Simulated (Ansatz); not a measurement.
Start from this file.

```yaml
crystal:
  lattice:
    - [3.46865, 0.00000, 0.00000]
    - [-1.73433, 3.00394, 0.00000]
    - [0.00000, 0.00000, 5.34744]
  atoms:
    - { symbol: Hf, position: [0.00000, 0.00000, 0.00000] }
    - { symbol: S, position: [0.66667, 0.33333, 0.72554] }
    - { symbol: S, position: [0.33333, 0.66667, 0.27446] }
```

Question: Summarise the structure in words.

Answer: Its composition is HfS$_{2}$. It is primitive hexagonal, space group P-3m1 (No. 164). This arrangement goes by the name cadmium iodide (CdI₂, 1T) type. Counting shared atoms by their share gives 1 Hf, 2 S, or 3 atoms. Hf sits among six S in an octahedral arrangement at 2.48 Å. S is coordinated by three Hf in a trigonal pyramidal arrangement at 2.48 Å. Not all metal-metal contacts are counted. The bonds build HfS2 layers parallel to (001).

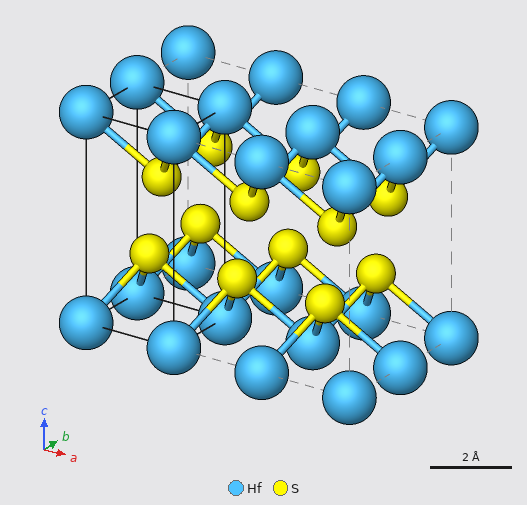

Drawn in the ball-and-stick manner and seen slightly off an axis. The picture spans 3×2×1 cells, one conventional unit cell being drawn with solid lines.

The structure was taken from a structure listed in the Materials Project. The cell was then strained or its atoms displaced on purpose. It was the input of a calculation with Ansatz.
